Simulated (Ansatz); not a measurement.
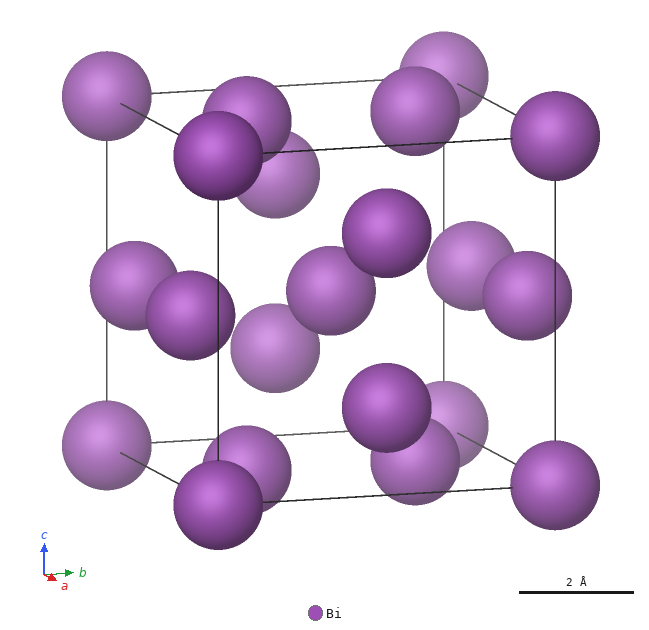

The crystal in a spheres-only representation, seen slightly off an axis. The lines enclose the conventional unit cell; boundary atoms appear with their images.

Size of the cell: a = 6.270 Å, b = 6.270 Å, c = 6.270 Å, α = 90.00°, β = 90.00°, γ = 90.00°.

How many atoms does the cell contain?

8 (bismuth), counting shared atoms by their share.

Determine the space group.

Pm-3n (No. 223), with Bi on 2a and Bi on 6c.

To which structure type does it belong?

Β-tungsten (A15) type.

The structure was taken from a textbook structure type filled with this element (whether it is the usual form wasn't checked). The geometry was optimised with DFT PBEsol, scalar-relativistic, plane waves, PAW (Ansatz 0.2.0).
